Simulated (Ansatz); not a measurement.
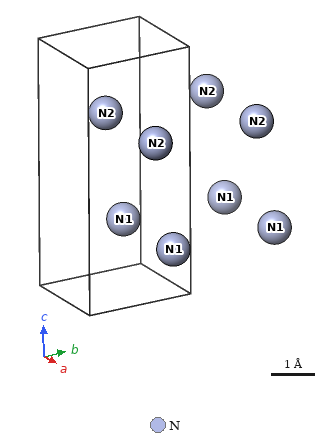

*The input geometry (ball-and-stick view of the cell of the calculation, repeated 2 × 2 × 1, seen slightly off an axis; atoms are numbered from 1 in the order of the input). An atom can appear more than once, as a periodic image.*

**Field-gradient calculation, with input and output: N**

System: N (P-1, 2 atoms in the cell).
Method: DFT, PBE, PAW with Ansatz's default frozen-core files, scalar-relativistic, no spin polarisation (Ansatz 0.2.0).

The structure derives from an entry of the Crystallography Open Database. It belongs to a series of runs on one base structure; here: equal xy, yz and zx shear strains of -2 %, PAW files. Figures and captions count atoms from 1; the log counts them from 0 in places.

What the program printed:
```
Engine: ansatz 0.2.0, aarch64-unknown-linux-gnu
Pseudopotentials: kind: paw
Pseudopotential: N, paw, valence charge 5, recommended cutoff 420 eV (normal), N.paw.azcp
Functional definition: PBE
  parameter kappa = 0.804
  parameter beta = 0.06672455060314922
  exchange = pbe_x(kappa = kappa, mu = beta*pi^2/3)
  correlation = pbe_c(beta = beta)
Crystal: 2 atoms, lattice volume = 67.157 Å³
Basis set: ecut = 420 eV, 1299 PW (Γ), exchange–correlation on 50×50×80 points (8 copies of the dense FFT grid, shifted against one another)
Bands: 9, of which v1, the nominal top of the filled ones, is band 5 counted from 1 (4 counted from 0)
Symmetry: 2 space group operations
Space group: P-1 (ITA 2), of the structure as read, at distance tolerance 4.1e-5 Å
k-points: 252 of 500
Non-local potential: N, projectors of the file, l = 0: 2, l = 1: 2, l = 2: 1
PAW form: soft (Blöchl's): semilocal exchange-correlation on the pseudo side does not see the compensation charge
PAW one-centre angular grid: N, 110 points (default); XC on 64 Gauss nodes
Initial density: superposition of atomic densities (neutral atoms: chi_scale 0, normalization atom), corrected by the library's trained network
Initial wavefunctions: pseudopotential atomic-orbital guess
Functional: x = pbe(κ = 0.804, μ = 0.2195149727645171), c = pbe(β = 0.06672455060314922)
SCF iter   1: F=—  HF=-753.112469 eV  |F-HF|=—  |Δ(HF+E_count)|=         —  Δρ=1.30e-3  dr2=7.08e-4  ethr=1.77e-3  ⟨swp⟩=4.8  Hψ=12725  notcnv=0
preconditioner: auto → LDOS  [metal: Δε(μ)=0.001 eV  Ē_g=7.464 eV  σ=0.020 eV  W_gap=0.01  n_scr=4 (ndim 8)  ℏωp=14.3 eV  f_vac=0.032  D(μ)=12.08/eV (n_scr^D=220)  β→1.0]
SCF iter   2: F=—  HF=-753.112783 eV  |F-HF|=—  |Δ(HF+E_count)|=   3.15e-4  Δρ=1.18e-3  dr2=3.93e-4  ethr=7.08e-6  ⟨swp⟩=2.1  Hψ=6082  notcnv=0
SCF iter   3: F=—  HF=-753.112763 eV  |F-HF|=—  |Δ(HF+E_count)|=   2.08e-5  Δρ=5.97e-4  dr2=1.40e-4  ethr=3.93e-6  ⟨swp⟩=1.0  Hψ=2268  notcnv=0
SCF iter   4: F=—  HF=-753.112752 eV  |F-HF|=—  |Δ(HF+E_count)|=   1.10e-5  Δρ=2.77e-4  dr2=3.34e-5  ethr=1.40e-6  ⟨swp⟩=1.0  Hψ=2268  notcnv=0
SCF iter   5: F=—  HF=-753.112715 eV  |F-HF|=—  |Δ(HF+E_count)|=   3.70e-5  Δρ=1.47e-4  dr2=5.15e-6  ethr=3.34e-7  ⟨swp⟩=2.5  Hψ=3498  notcnv=0
SCF iter   6: F=-753.112714 eV  HF=-753.112714 eV  |F-HF|=1.48e-7  |Δ(HF+E_count)|=   7.27e-7  Δρ=1.74e-5  dr2=6.95e-8  ethr=1.00e-9  ⟨swp⟩=5.5  Hψ=12244  notcnv=0
SCF 1 converged in 6 iterations: F = -753.112714 eV  dr2 = 6.95e-8
  greatest PAW one-centre occupation: 0.861 electrons in one spin orbital (limit 2), on the N atom at site 1 (counted from 0), in its partial waves of l = 0
SCF converged after 6 iterations
Free energy (F): -753.112714 eV
Harris-Foulkes:  -753.112714 eV  (|F-HF|=1.48e-7)
Internal energy: -753.097367 eV  (E = F + TS)
E sigma→0 (E₀):  -753.105041 eV
Entropy (-TS):   -0.015347 eV (-7.674 meV/atom)
Fermi energy:    -4.208316 eV
--- Per-component energies (eV) ---
  E_band       = -91.225088
  E_kinetic    = 226.433318
  E_local      = -547.050526  (includes V_loc(G=0)·N_el)
  E_nonlocal   = 96.206026
  E_hartree    = 150.009034
  E_xc         = -106.519062
  E_vxc        = -134.011793  (∫ρ·V_xc dr)
  E_paw        = -249.923162  (= ΣΔE_a)
  E_vpaw       = -32.819044  (= ΣTr[D̂ρ^β])
  E_aug_tail   = 0.000143  (compensation charges beyond the density's cutoff)
  E_ewald      = -322.253140
  E_smearing   = -0.015347  (= −TS)
  E_closure    = -0.000000  (closes the sum)
  Σ components = -753.112714   (vs F -753.112714, Δ=0.00e0)
--- Forces (eV/Å), atoms counted from 1 ---
  atom   1  N     -0.01709838    -0.00039781    -0.00191427
  atom   2  N      0.01709838     0.00039781     0.00191427
  max |Σ_I F_I| component: 0.00e0 eV/Å
--- Stress (GPa, compression-positive) ---
       -7.209606      -0.273487      -0.201421
       -0.273487      -7.200421      -0.200545
       -0.201420      -0.200544      -7.236888
  P = ⅓ Tr σ = -7.2156 GPa (-72.156 kbar)
--- PAW observables at the nuclei: V_zz in 10²¹ V/m², potentials from the cell's mean, atoms counted from 1 ---
  atom   1  N  V_zz =    +0.147822   η = 0.3318   by run symmetry: allowed
            electrostatic potential = -500.334655 V   contact ρ = 1427.818357 e/Å³
  atom   2  N  V_zz =    +0.147822   η = 0.3318   by run symmetry: allowed
            electrostatic potential = -500.334655 V   contact ρ = 1427.818357 e/Å³
--- Band table (eV; the first three rows and the last of 252) ---
  k-point 0: bands = ["-16.1701", "-15.8455", "-5.1368", "-3.9387", "-3.9137", "-3.8052", "-3.7933", "-3.7687", "2.8542"]
  k-point 1: bands = ["-16.1407", "-15.8781", "-5.0232", "-3.9335", "-3.9252", "-3.9015", "-3.8176", "-3.7946", "3.1072"]
  k-point 2: bands = ["-16.0621", "-15.9619", "-4.7139", "-4.3009", "-3.8945", "-3.8719", "-3.8482", "-3.8267", "3.7797"]
  k-point 251: bands = ["-15.8280", "-15.7946", "-5.0772", "-4.9869", "-4.1582", "-4.0771", "-4.0260", "-3.9924", "6.5506"]
```

File rho_z.tsv:
```
# z_ang	rho[e/angstrom^3]
# format = ansatz-planar-average/11
# lattice	3.629001650	-0.036290017	-0.036290017
# lattice	-1.845928901	3.160952627	-0.013283068
# lattice	-0.058900000	-0.058900000	5.890000000
# sites	2
# site	7	-0.035677051	2.080480079	1.451547949
# site	7	1.759849800	0.985282531	4.388878966
0.000000	1.695929e-2
0.147265	1.872040e-2
0.294529	2.455986e-2
0.441794	3.620182e-2
0.589059	5.693700e-2
0.736324	9.210970e-2
0.883588	1.479558e-1
1.030853	2.261189e-1
1.178118	3.103749e-1
1.325383	3.713723e-1
1.472647	3.924367e-1
1.619912	3.713871e-1
1.767177	3.103933e-1
1.914441	2.261325e-1
2.061706	1.479622e-1
2.208971	9.210947e-2
2.356236	5.693194e-2
2.503500	3.619376e-2
2.650765	2.455009e-2
2.798030	1.870971e-2
2.945294	1.694830e-2
3.092559	1.870971e-2
3.239824	2.455009e-2
3.387089	3.619376e-2
3.534353	5.693194e-2
3.681618	9.210947e-2
3.828883	1.479622e-1
3.976148	2.261325e-1
4.123412	3.103933e-1
4.270677	3.713871e-1
4.417942	3.924367e-1
4.565206	3.713723e-1
4.712471	3.103749e-1
4.859736	2.261189e-1
5.007001	1.479558e-1
5.154265	9.210970e-2
5.301530	5.693700e-2
5.448795	3.620182e-2
5.596060	2.455986e-2
5.743324	1.872040e-2
```

File v_z.tsv:
```
# z_ang	v_es[eV]	v_tot[eV]
# format = ansatz-planar-average/11
# xc	pbe
# density_cutoff_ev	1680
# datasets	N=:simpson_from_first_knot:soft
# lattice	3.629001650	-0.036290017	-0.036290017
# lattice	-1.845928901	3.160952627	-0.013283068
# lattice	-0.058900000	-0.058900000	5.890000000
# sites	2
# site	7	-0.035677051	2.080480079	1.451547949
# site	7	1.759849800	0.985282531	4.388878966
0.000000	3.146878e0	-6.311446e-1
0.147265	3.112865e0	-7.700429e-1
0.294529	3.004773e0	-1.179977e0
0.441794	2.796709e0	-1.867216e0
0.589059	2.457018e0	-2.788086e0
0.736324	1.873685e0	-4.031739e0
0.883588	6.715304e-1	-5.964652e0
1.030853	-1.102315e0	-8.423195e0
1.178118	-2.950069e0	-1.080731e1
1.325383	-4.331409e0	-1.252381e1
1.472647	-4.834444e0	-1.314096e1
1.619912	-4.331360e0	-1.252388e1
1.767177	-2.950024e0	-1.080741e1
1.914441	-1.102344e0	-8.423365e0
2.061706	6.713743e-1	-5.965067e0
2.208971	1.873377e0	-4.032414e0
2.356236	2.456558e0	-2.788892e0
2.503500	2.796117e0	-1.867689e0
2.650765	3.004080e0	-1.180443e0
2.798030	3.112109e0	-7.713830e-1
2.945294	3.146100e0	-6.330057e-1
3.092559	3.112109e0	-7.713830e-1
3.239824	3.004080e0	-1.180443e0
3.387089	2.796117e0	-1.867689e0
3.534353	2.456558e0	-2.788892e0
3.681618	1.873377e0	-4.032414e0
3.828883	6.713743e-1	-5.965067e0
3.976148	-1.102344e0	-8.423365e0
4.123412	-2.950024e0	-1.080741e1
4.270677	-4.331360e0	-1.252388e1
4.417942	-4.834444e0	-1.314096e1
4.565206	-4.331409e0	-1.252381e1
4.712471	-2.950069e0	-1.080731e1
4.859736	-1.102315e0	-8.423195e0
5.007001	6.715304e-1	-5.964652e0
5.154265	1.873685e0	-4.031739e0
5.301530	2.457018e0	-2.788086e0
5.448795	2.796709e0	-1.867216e0
5.596060	3.004773e0	-1.179977e0
5.743324	3.112865e0	-7.700429e-1
```

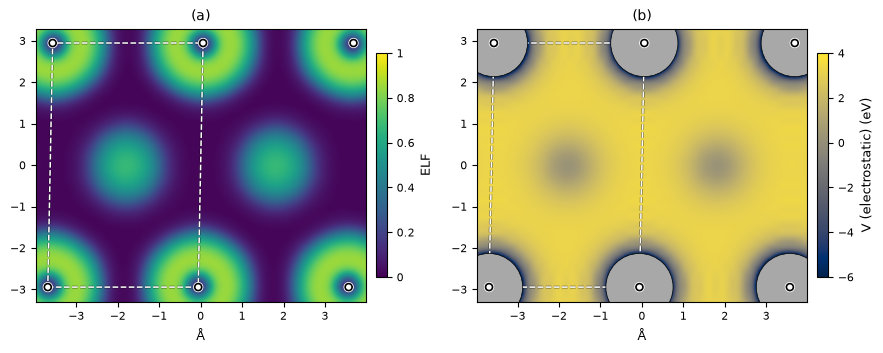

*(a) ELF; (b) electrostatic potential (local pseudopotential plus Hartree) felt by an electron on the (100) plane of the conventional cell. Circles mark the nuclei in the plane (N). Grey discs, where drawn, cover atomic cores.*

Atoms in the plane: N. Outside the cores the potential energy rises away from the atoms and is highest about 2.1 Å from the nearest atoms; outside the discs it spans about 9 eV, and its zero is arbitrary. Core electrons are frozen (PAW), so the fields are smoothed inside the atomic spheres.

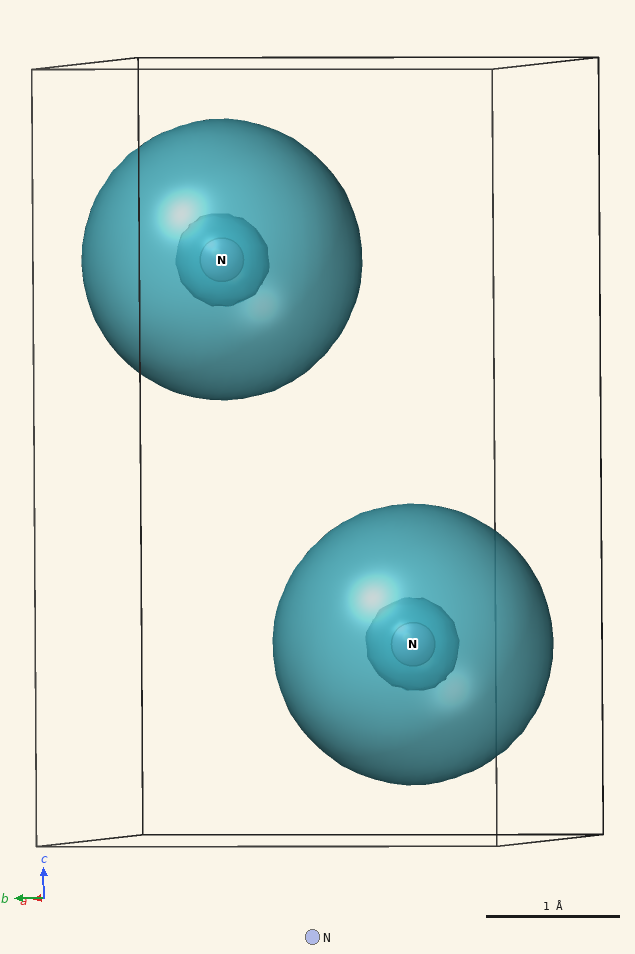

*Isosurface of the electron localisation function at 0.65 (cyan), seen at an oblique angle. Only the valence region is drawn (cores and ρ < 0.01 e/Å³ removed). Sticks mark near contacts. The outline is the cell set on symmetry axes.*

The run was set up as follows.

The input:
```yaml
crystal:
  lattice:
    - [3.6290016496, -0.0362900165, -0.0362900165]
    - [-1.845928901, 3.1609526272, -0.0132830679]
    - [-0.0589, -0.0589, 5.89]
  atoms:
    - { symbol: "N", position: [0.3333333333, 0.6666666667, 0.25] }
    - { symbol: "N", position: [0.6666666667, 0.3333333333, 0.75] }
kpoints:
  mp_grid: { grid: [10, 10, 5] }
scf:
  occupations: { method: fermi_dirac, width: 0.02 }
hamiltonian:
  xc: pbe
  pseudopotentials: { kind: paw }
output:
  forces: true
  stress: true
  eigenvalues: true
  efg: { contact_densities: true }
  write_density: true
  write_potential: true
  elf: true
  volumetric_format: npy
```

Launched with:
```bash
ansatz run input.yaml --threads 1 --pin off --max-ram 2048MiB --backend cpu --events-out ev --progress --plain --runs-dir out
```

Results in brief:

| quantity | value |
| --- | --- |
| outcome | converged |
| space group (tolerance 0.01 Å) | P-1 (2) |
| electrons treated | 10 |
| free energy | −753.1127 eV |
| Fermi energy | −4.208 eV |
| pressure | −7.22 GPa |
| field gradient V_zz (10²¹ V/m²) | N 0.15, N 0.15 |
| largest force (length of the vector) | 0.017 eV/Å |
| hardware | 1 thread of Arm Neoverse V1, 112 GiB of memory available, shared host |
| wall time | 12 s |
| peak memory | 0.41 GiB |

Remarks:

The cell is under a tension of 7.2 GPa at this level, so it is not at its equilibrium volume.
